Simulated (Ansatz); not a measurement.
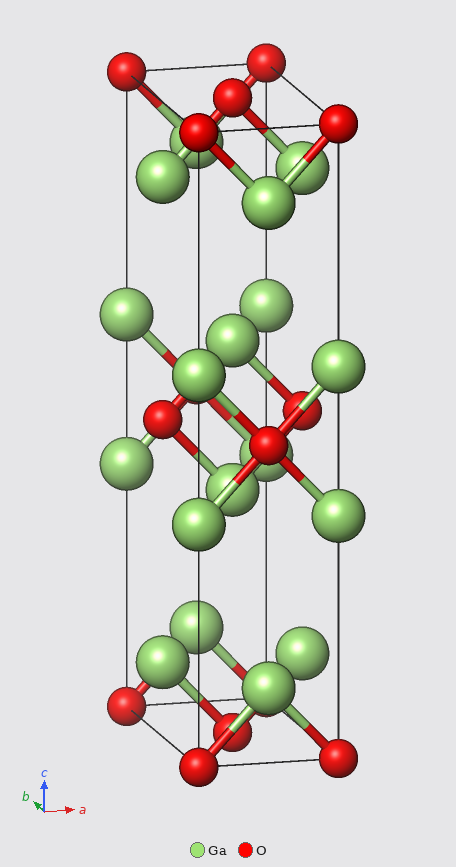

The image is a ball-and-stick drawing of a crystal, viewed slightly off an axis. The lines enclose the conventional unit cell; boundary atoms appear with their images. Cell: a = 2.88 Å, b = 5.44 Å, c = 12.96 Å, α = 90.00°, β = 90.00°, γ = 90.00°.

It derives from a structure type filled with these elements by a generator (whether the compound takes this form wasn't checked). Earlier steps of the study may have refined or changed the cell and positions. It was run through Ansatz as a DFT input.

Explain the picture.

Answer. It has the composition Ga2O. The structure has Fmmm (No. 69) symmetry and a face-centred orthorhombic lattice. There are 12 atoms in the cell: 8 Ga, 4 O. Around each Ga lie two O in a bent arrangement at about 2.1 Å. The coordination shell of O holds four Ga in a square planar arrangement at about 2.1 Å. The bonds build Ga2O chains along [100].

Calculation details: DFT PBE, scalar-relativistic, plane waves, PAW in Ansatz 0.2.0; E_cut = 420 eV, k-points about 0.14 Å⁻¹ apart, Gaussian smearing of 0.1 eV, no spin polarisation.

Predict the gap.

Answer. A metal: bands cross the Fermi level.

What does a Bader analysis give?

Answer. Ga +0.63 e; O -1.25 e.

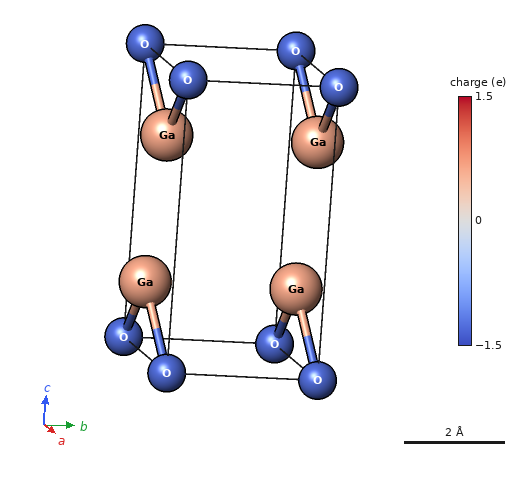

The atoms coloured by those charges. The run's cell of 3 atoms is drawn in a reduced setting, so axes and origin can differ from the first picture.

Is this the optimised geometry for these settings?

Answer. Yes. All forces vanish to within 0.01 eV/Å. The pressure is 0.0 GPa, close to zero.
